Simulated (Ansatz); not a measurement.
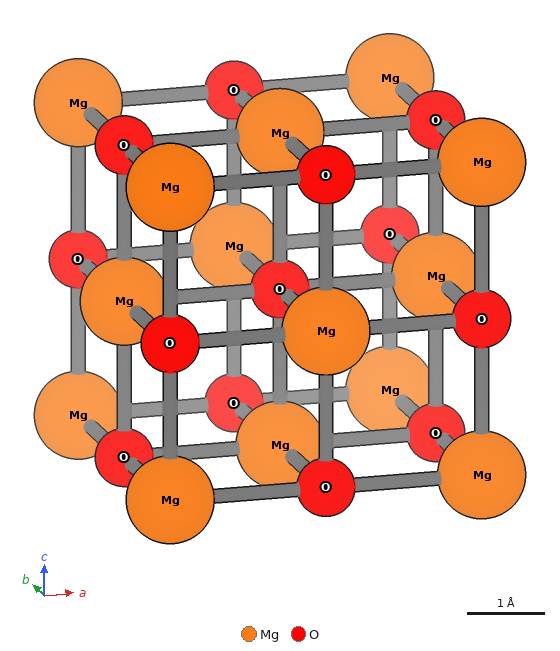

The starting point is solid MgO (set up in Fm-3m). The picture is a ball-and-stick view of the conventional cell (4 times the calculation's cell), seen slightly off an axis. Lengths and directions refer to the drawn axes.

All numbers below come from Ansatz, DFT PBE, scalar-relativistic, plane waves, PAW. (plane-wave cutoff 420 eV; k-point mesh 10 × 10 × 10; occupations gaussian; smearing width 0.02 eV; no spin polarisation)

Now this is done to it. All lengths are scaled by −3.1 % (volume −9.0 %), the atoms keeping their fractional coordinates. No relaxation follows.

**Predict the response.**

It costs 42.6 meV per atom. The pressure goes from 0.0 to 17.1 GPa. All forces vanish by symmetry. The gap on the k-mesh: 4.46 eV before, 5.40 eV after. Some distances before and after: Mg–O 2.127 → 2.061 Å. The space group stays Fm-3m (No. 225).

Drawn alike, the variant:

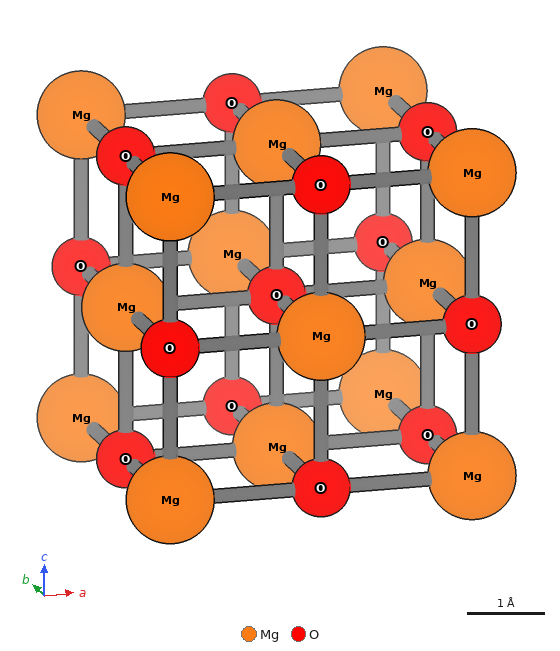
